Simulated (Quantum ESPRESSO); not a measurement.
**SrO: geometry relaxation (part 1 of 2)**

System: SrO (I4/mmm, 2 atoms in the cell).
Method: Kohn-Sham DFT of a periodic cell, PBE with MBD, SG15 PBE 1.2, no spin polarisation (Quantum ESPRESSO 7.5).

The structure derives from an entry of the Crystallography Open Database.

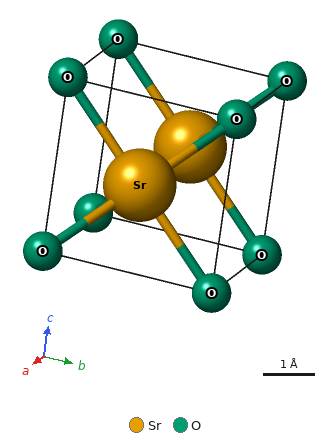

Fig. 1: The starting structure (ball-and-stick view of the reduced cell, seen slightly off an axis).

## Key numbers

| quantity | value |
| --- | --- |
| outcome | converged |
| space group (tolerance 0.01 Å) | I4/mmm (139) |
| electrons treated | 16 |
| free energy | −1285.3805 eV |
| gap on the k-point mesh | 3.32 eV |
| pressure | 3.07 GPa |
| final volume | 33.63 Å³ |
| largest force (length of the vector) | under 0.001 eV/Å |
| hardware | 1 thread of Arm Neoverse N1, 24 GiB of memory available, shared host |
| wall time | 2.2 min |
| peak memory | 0.11 GiB |

Notes on the run: MBD wavefunction derivatives not yet supported. Performing non-self-consistent MBD calculation upon SCF conver; k-point shift ignored.

## Input
```
&CONTROL
  calculation = 'relax'
  prefix = 'pwscf'
  outdir = './tmp'
  pseudo_dir = './pseudo'
  tprnfor = .true.
  tstress = .true.
  disk_io = 'low'
  nstep = 40
  forc_conv_thr = 0.0001
  etot_conv_thr = 1d-05
/
&SYSTEM
  ibrav = 0
  nat = 2
  ntyp = 2
  ecutwfc = 88
  nbnd = 14
  occupations = 'fixed'
  vdw_corr = 'mbd'
/
&ELECTRONS
  conv_thr = 4d-10
  electron_maxstep = 120
  mixing_beta = 0.5
/
&IONS
  ion_dynamics = 'bfgs'
/
ATOMIC_SPECIES
Sr    87.6200 Sr_ONCV_PBE-1.2.upf
O     15.9990 O_ONCV_PBE-1.2.upf
CELL_PARAMETERS angstrom
   0.0000000000    2.5534685000    2.5663000000
   2.5663000000    0.0000000000    2.5663000000
   2.5663000000    2.5534685000    0.0000000000
ATOMIC_POSITIONS crystal
Sr     0.5000000000    0.5000000000    0.5000000000
O      0.0000000000    0.0000000000    0.0000000000
K_POINTS automatic
9 9 9 0 0 0
```

Command:
```bash
OMP_NUM_THREADS=1 pw.x -in pw.in > pw.out
```

## Log
```
This program is part of the open-source Quantum ESPRESSO suite
     for quantum simulation of materials; please cite
         "P. Giannozzi et al., J. Phys.:Condens. Matter 21 395502 (2009);
         "P. Giannozzi et al., J. Phys.:Condens. Matter 29 465901 (2017);
         "P. Giannozzi et al., J. Chem. Phys. 152 154105 (2020);
          URL
     in publications or presentations arising from this work. More details at

     Message from routine setup:
     using ibrav=0 with symmetry is DISCOURAGED, use correct ibrav instead

     G-vector sticks info
     --------------------
     sticks:   dense  smooth     PW     G-vecs:    dense   smooth      PW
     Sum        1143    1143    341                25373    25373    4047

     Using Slab Decomposition

     bravais-lattice index     =            0
     lattice parameter (alat)  =       6.8413  a.u.
     unit-cell volume          =     226.9718 (a.u.)^3
     number of atoms/cell      =            2
     number of atomic types    =            2
     number of electrons       =        16.00
     number of Kohn-Sham states=           14
     kinetic-energy cutoff     =      88.0000  Ry
     charge density cutoff     =     352.0000  Ry
     scf convergence threshold =      4.0E-10
     mixing beta               =       0.5000
     number of iterations used =            8  plain     mixing
     energy convergence thresh.=      1.0E-05
     force convergence thresh. =      1.0E-04
     Exchange-correlation= PBE
                           (   1   4   3   4   0   0   0)
     nstep                     =           40

     celldm(1)=   6.841252  celldm(2)=   0.000000  celldm(3)=   0.000000
     celldm(4)=   0.000000  celldm(5)=   0.000000  celldm(6)=   0.000000

     crystal axes: (cart. coord. in units of alat)
               a(1) = (   0.000000   0.705332   0.708877 )
               a(2) = (   0.708877   0.000000   0.708877 )
               a(3) = (   0.708877   0.705332   0.000000 )

     reciprocal axes: (cart. coord. in units 2 pi/alat)
               b(1) = ( -0.705341  0.708886  0.705341 )
               b(2) = (  0.705341 -0.708886  0.705341 )
               b(3) = (  0.705341  0.708886 -0.705341 )

     PseudoPot. # 1 for Sr read from file:
     Sr_ONCV_PBE-1.2.upf
     Pseudo is Norm-conserving, Zval = 10.0
     Generated using ONCVPSP code by D. R. Hamann
     Using radial grid of  602 points,  6 beta functions with:
                l(1) =   0
                l(2) =   0
                l(3) =   1
                l(4) =   1
                l(5) =   2
                l(6) =   2

     PseudoPot. # 2 for O  read from file:
     O_ONCV_PBE-1.2.upf
     Pseudo is Norm-conserving, Zval =  6.0
     Generated using ONCVPSP code by D. R. Hamann
     Using radial grid of  602 points,  4 beta functions with:
                l(1) =   0
                l(2) =   0
                l(3) =   1
                l(4) =   1

     atomic species   valence    mass     pseudopotential
     Sr               10.00    87.62000     Sr( 1.00)
     O                 6.00    15.99900     O ( 1.00)

     16 Sym. Ops., with inversion, found

   Cartesian axes

     site n.     atom                  positions (alat units)
         1        Sr     tau(   1) = (   0.7088768   0.7053324   0.7088768  )
         2        O      tau(   2) = (   0.0000000   0.0000000   0.0000000  )

     number of k points=    75
                       cart. coord. in units 2pi/alat
        k(    1) = (   0.0000000   0.0000000   0.0000000), wk =   0.0027435
        k(    2) = (   0.0783712   0.0787651  -0.0783712), wk =   0.0219479
        k(    3) = (   0.1567425   0.1575301  -0.1567425), wk =   0.0219479
        k(    4) = (   0.2351137   0.2362952  -0.2351137), wk =   0.0219479
        k(    5) = (   0.3134850   0.3150603  -0.3134850), wk =   0.0219479
        k(    6) = (   0.1567425   0.0000000   0.0000000), wk =   0.0109739
        k(    7) = (   0.2351137   0.0787651  -0.0783712), wk =   0.0438957
        k(    8) = (   0.3134850   0.1575301  -0.1567425), wk =   0.0438957
        k(    9) = (   0.3918562   0.2362952  -0.2351137), wk =   0.0438957
        k(   10) = (  -0.2351137  -0.3938254   0.3918562), wk =   0.0438957
        k(   11) = (  -0.1567425  -0.3150603   0.3134850), wk =   0.0438957
        k(   12) = (  -0.0783712  -0.2362952   0.2351137), wk =   0.0438957
        k(   13) = (  -0.0000000  -0.1575301   0.1567425), wk =   0.0219479
        k(   14) = (   0.3134850   0.0000000   0.0000000), wk =   0.0109739
        k(   15) = (   0.3918562   0.0787651  -0.0783712), wk =   0.0438957
        k(   16) = (   0.4702275   0.1575301  -0.1567425), wk =   0.0438957
        k(   17) = (  -0.1567425  -0.4725904   0.4702275), wk =   0.0438957
        k(   18) = (  -0.0783712  -0.3938254   0.3918562), wk =   0.0438957
        k(   19) = (   0.0000000  -0.3150603   0.3134850), wk =   0.0219479
        k(   20) = (   0.4702275  -0.0000000   0.0000000), wk =   0.0109739
        k(   21) = (   0.5485987   0.0787651  -0.0783712), wk =   0.0438957
        k(   22) = (  -0.0783712  -0.5513555   0.5485987), wk =   0.0438957
        k(   23) = (  -0.0000000  -0.4725904   0.4702275), wk =   0.0219479
        k(   24) = (   0.6269700   0.0000000   0.0000000), wk =   0.0109739
        k(   25) = (   0.0000000  -0.6301206   0.6269700), wk =   0.0219479
        k(   26) = (  -0.0000000   0.1575301   0.0000000), wk =   0.0054870
        k(   27) = (   0.0783712   0.2362952  -0.0783712), wk =   0.0219479
        k(   28) = (   0.1567425   0.3150603  -0.1567425), wk =   0.0219479
        k(   29) = (   0.2351137   0.3938254  -0.2351137), wk =   0.0219479
        k(   30) = (  -0.3918562  -0.2362952   0.3918562), wk =   0.0219479
        k(   31) = (  -0.3134850  -0.1575301   0.3134850), wk =   0.0219479
        k(   32) = (  -0.2351137  -0.0787651   0.2351137), wk =   0.0219479
        k(   33) = (  -0.1567425  -0.0000000   0.1567425), wk =   0.0109739
        k(   34) = (   0.3134850   0.1575301   0.0000000), wk =   0.0219479
        k(   35) = (   0.3918562   0.2362952  -0.0783712), wk =   0.0438957
        k(   36) = (  -0.2351137  -0.3938254   0.5485987), wk =   0.0438957
        k(   37) = (   0.3134850   0.0000000   0.1567425), wk =   0.0219479
        k(   38) = (   0.4702275   0.1575301   0.0000000), wk =   0.0219479
        k(   39) = (  -0.1567425  -0.4725904   0.6269700), wk =   0.0438957
        k(   40) = (  -0.0783712  -0.3938254   0.5485987), wk =   0.0438957
        k(   41) = (   0.0000000  -0.3150603   0.4702275), wk =   0.0219479
        k(   42) = (   0.3918562  -0.0787651   0.2351137), wk =   0.0438957
        k(   43) = (   0.4702275   0.0000000   0.1567425), wk =   0.0219479
        k(   44) = (  -0.0783712  -0.5513555   0.7053412), wk =   0.0219479
        k(   45) = (  -0.0000000  -0.4725904   0.6269700), wk =   0.0219479
        k(   46) = (  -0.2351137   0.5513555  -0.3918562), wk =   0.0438957
        k(   47) = (  -0.1567425   0.6301206  -0.4702275), wk =   0.0438957
        k(   48) = (  -0.0783712   0.7088857  -0.5485987), wk =   0.0219479
        k(   49) = (  -0.1567425   0.4725904  -0.3134850), wk =   0.0438957
        k(   50) = (  -0.0783712   0.5513555  -0.3918562), wk =   0.0438957
        k(   51) = (  -0.0000000   0.6301206  -0.4702275), wk =   0.0219479
        k(   52) = (  -0.0783712   0.3938254  -0.2351137), wk =   0.0438957
        k(   53) = (  -0.0000000   0.4725904  -0.3134850), wk =   0.0219479
        k(   54) = (  -0.0000000   0.3150603  -0.1567425), wk =   0.0219479
        k(   55) = (  -0.0000000   0.3150603   0.0000000), wk =   0.0054870
        k(   56) = (   0.0783712   0.3938254  -0.0783712), wk =   0.0219479
        k(   57) = (   0.1567425   0.4725904  -0.1567425), wk =   0.0219479
        k(   58) = (  -0.4702275  -0.1575301   0.4702275), wk =   0.0219479
        k(   59) = (  -0.3918562  -0.0787651   0.3918562), wk =   0.0219479
        k(   60) = (  -0.3134850  -0.0000000   0.3134850), wk =   0.0109739
        k(   61) = (  -0.0783712  -0.3938254   0.7053412), wk =   0.0219479
        k(   62) = (  -0.2351137   0.7088857  -0.3918562), wk =   0.0219479
        k(   63) = (  -0.1567425   0.6301206  -0.3134850), wk =   0.0438957
        k(   64) = (  -0.0783712   0.7088857  -0.3918562), wk =   0.0219479
        k(   65) = (  -0.0783712   0.5513555  -0.2351137), wk =   0.0438957
        k(   66) = (  -0.0000000   0.6301206  -0.3134850), wk =   0.0219479
        k(   67) = (  -0.0000000   0.4725904  -0.1567425), wk =   0.0219479
        k(   68) = (  -0.0000000   0.4725904   0.0000000), wk =   0.0054870
        k(   69) = (   0.0783712   0.5513555  -0.0783712), wk =   0.0219479
        k(   70) = (  -0.5485987  -0.0787651   0.5485987), wk =   0.0219479
        k(   71) = (  -0.4702275  -0.0000000   0.4702275), wk =   0.0109739
        k(   72) = (  -0.0783712   0.7088857  -0.2351137), wk =   0.0219479
        k(   73) = (  -0.0000000   0.6301206  -0.1567425), wk =   0.0219479
        k(   74) = (  -0.0000000   0.6301206   0.0000000), wk =   0.0054870
        k(   75) = (  -0.6269700  -0.0000000   0.6269700), wk =   0.0109739

     Dense  grid:    25373 G-vectors     FFT dimensions: (  45,  45,  45)

   TS-vdW initialization
   ---------------------

   Determining TS-vdW damping function parameters...
     ddamp = 20.000000
     sR =  0.940000
   Initializing species #   1 with atomic symbol Sr
     Equispaced/Uniform radial atomic grid detected...
     Radial grid parameter: NrgpA is   602.
     Radial grid parameter: gfctrA is  1.000000.
     Radial grid parameter: dxA is  0.010000.
     The number of valence electrons, eref, is         9.719223813774734.
     The reference free atom volume, vref, is       165.204801054409899 bohr^3.
     Determining intial radial grid cutoff...
     An acceptable radial grid cutoff was determined by retaining  599 of  602 radial grid points.
     The magnitude of the atomic pseudo-density at the radial grid cutoff is  4.932677E-04.
     Using this radial grid cutoff value of         5.980000000000000 au:
     The free atom volume computed with this cutoff is       164.258488499194726 bohr^3 with an error of  0.573%.
     Linear grid spacing was computed as:         0.006980000000000 bohr.
     The free atom static dipole polarizability is    199.000000 bohr^3.
     The free atom homonuclear C6 coefficient is   3170.000000 Hartree bohr^6.
     The free atom vdW radius is      4.540000 bohr.
   Initializing species #   2 with atomic symbol O
     Equispaced/Uniform radial atomic grid detected...
     Radial grid parameter: NrgpA is   602.
     Radial grid parameter: gfctrA is  1.000000.
     Radial grid parameter: dxA is  0.010000.
     The number of valence electrons, eref, is         5.999047042838392.
     The reference free atom volume, vref, is        23.506835845579712 bohr^3.
     Determining intial radial grid cutoff...
     An acceptable radial grid cutoff was determined by retaining  551 of  602 radial grid points.
     The magnitude of the atomic pseudo-density at the radial grid cutoff is  9.420453E-06.
     Using this radial grid cutoff value of         5.500000000000000 au:
     The free atom volume computed with this cutoff is        23.278568025685153 bohr^3 with an error of  0.971%.
     Linear grid spacing was computed as:         0.006500000000000 bohr.
     The free atom static dipole polarizability is      5.400000 bohr^3.
     The free atom homonuclear C6 coefficient is     15.600000 Hartree bohr^6.
     The free atom vdW radius is      3.190000 bohr.
     Message from routine mbdlib:
     k-point shift ignored
     mbdlib: K-point grid set to   9  9  9, shift: 0.50

     Initial potential from superposition of free atoms

     starting charge      15.7183, renormalised to      16.0000
     Starting wfcs are random

     Self-consistent Calculation

     iteration #  1     ecut=    88.00 Ry     beta= 0.50
     Davidson diagonalization with overlap
     ethr =  1.00E-02,  avg # of iterations =  8.7

     total energy              =     -94.32497131 Ry
     estimated scf accuracy    <       0.40377255 Ry

     iteration #  2     ecut=    88.00 Ry     beta= 0.50
     Davidson diagonalization with overlap
     ethr =  2.52E-03,  avg # of iterations =  2.0

     total energy              =     -94.42040170 Ry
     estimated scf accuracy    <       0.27889055 Ry

     iteration #  3     ecut=    88.00 Ry     beta= 0.50
     Davidson diagonalization with overlap
     ethr =  1.74E-03,  avg # of iterations =  1.9

     total energy              =     -94.47219196 Ry
     estimated scf accuracy    <       0.00751106 Ry

     iteration #  4     ecut=    88.00 Ry     beta= 0.50
     Davidson diagonalization with overlap
     ethr =  4.69E-05,  avg # of iterations =  2.5

     total energy              =     -94.47331615 Ry
     estimated scf accuracy    <       0.00181043 Ry

     iteration #  5     ecut=    88.00 Ry     beta= 0.50
     Davidson diagonalization with overlap
     ethr =  1.13E-05,  avg # of iterations =  2.2

     total energy              =     -94.47372555 Ry
     estimated scf accuracy    <       0.00003015 Ry

     iteration #  6     ecut=    88.00 Ry     beta= 0.50
     Davidson diagonalization with overlap
     ethr =  1.88E-07,  avg # of iterations =  2.4

     total energy              =     -94.47372783 Ry
     estimated scf accuracy    <       0.00000802 Ry

     iteration #  7     ecut=    88.00 Ry     beta= 0.50
     Davidson diagonalization with overlap
     ethr =  5.02E-08,  avg # of iterations =  2.0

     total energy              =     -94.47372676 Ry
     estimated scf accuracy    <       0.00000091 Ry

     iteration #  8     ecut=    88.00 Ry     beta= 0.50
     Davidson diagonalization with overlap
     ethr =  5.66E-09,  avg # of iterations =  1.0

     total energy              =     -94.47372735 Ry
     estimated scf accuracy    <          8.5E-09 Ry

     iteration #  9     ecut=    88.00 Ry     beta= 0.50
     Davidson diagonalization with overlap
     ethr =  5.32E-11,  avg # of iterations =  2.0

     total energy              =     -94.47372748 Ry
     estimated scf accuracy    <          3.1E-09 Ry

     iteration # 10     ecut=    88.00 Ry     beta= 0.50
     Davidson diagonalization with overlap
     ethr =  1.93E-11,  avg # of iterations =  1.0
     Message from routine mbdlib:
     MBD wavefunction derivatives not yet supported. Performing non-self-consistent MBD calculation upon SCF convergence.

     End of self-consistent calculation

          k = 0.0000 0.0000 0.0000 (  3143 PWs)   bands (ev):

   -24.3012  -7.0836  -5.9248  -5.9244  -5.9215   7.9601   7.9603   7.9787
    12.0163  14.2379  14.2395  14.2767  16.4260  16.4953

          k = 0.0784 0.0788-0.0784 (  3166 PWs)   bands (ev):

   -24.2845  -7.3826  -5.9349  -5.9322  -5.6660   7.5978   7.8032   7.8142
    12.5811  14.1107  14.4847  14.5067  16.7523  16.8235

          k = 0.1567 0.1575-0.1567 (  3155 PWs)   bands (ev):

   -24.2419  -7.8985  -5.9613  -5.9560  -5.2553   6.8708   7.4415   7.4484
    13.8375  14.0385  15.1680  15.1829  17.5973  17.6716

          k = 0.2351 0.2363-0.2351 (  3161 PWs)   bands (ev):

   -24.1928  -8.3367  -5.9909  -5.9826  -4.9370   6.2162   7.0779   7.0807
    14.2092  15.3009  16.0931  16.1019  18.7041  18.7760

          k = 0.3135 0.3151-0.3135 (  3170 PWs)   bands (ev):

   -24.1604  -8.5821  -6.0099  -5.9998  -4.7699   5.8430   6.8613   6.8621
    14.5271  16.2899  16.8160  16.8251  19.7941  19.8506

          k = 0.1567 0.0000 0.0000 (  3175 PWs)   bands (ev):

   -24.2792  -7.4165  -5.9691  -5.9673  -5.5988   7.3193   7.9047   7.9240
    12.6594  13.6669  14.7648  14.7994  16.6457  17.1018

          k = 0.2351 0.0788-0.0784 (  3171 PWs)   bands (ev):

   -24.2455  -7.7632  -6.0120  -5.9929  -5.3462   6.8382   7.6525   7.7347
    13.3816  13.5349  15.3522  15.4698  17.1300  17.8435

          k = 0.3135 0.1575-0.1567 (  3162 PWs)   bands (ev):
```
